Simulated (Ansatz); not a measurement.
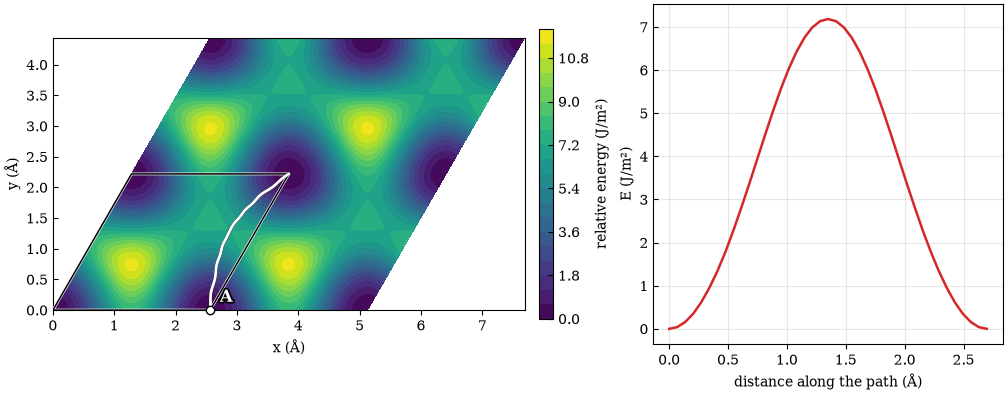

BN (F-43m, No. 216; 12 atoms in the cell). 
- Gamma surface: rigid slide across a plane, one fault a cell; the plane is (1 −1 1) of the conventional cell, and the faces at the cut hold N and B.
- Places are given modulo a cell vector. The map is drawn in real space over the plane of the slide.
- Nothing is relaxed (rigid halves, spacing across the cut fixed).
- Grid: 9 × 9 points; 19 points were computed and 62 follow by symmetry.
- Energies: J/m², counted from the lowest grid point.
- The calculation used DFT PBE, scalar-relativistic, plane waves, PAW (Ansatz). Settings: cutoff 520 eV, k-mesh 10×10×2 in the order of the run's cell vectors, gaussian smearing 0.05 eV, no spin polarisation.

The picture shows filled contours, a line along the lowest path, the outline of one cell of the 2 × 2 shown, the energy along the path at the right, the start A. Between grid points the surface is interpolated.

> Describe the path and its barrier.

The easiest path leads from the well at (0/9, 0/9) of the cell vectors to its copy one period on. Its highest point lies about 7.2 J/m² above the bottom of the first well on the interpolated surface, at about (0.83, 0.58) of the cell vectors. The start is the relaxed structure and all else is held, so a fully relaxed path at this level can only be lower.

PAW datasets: the set soft_1.
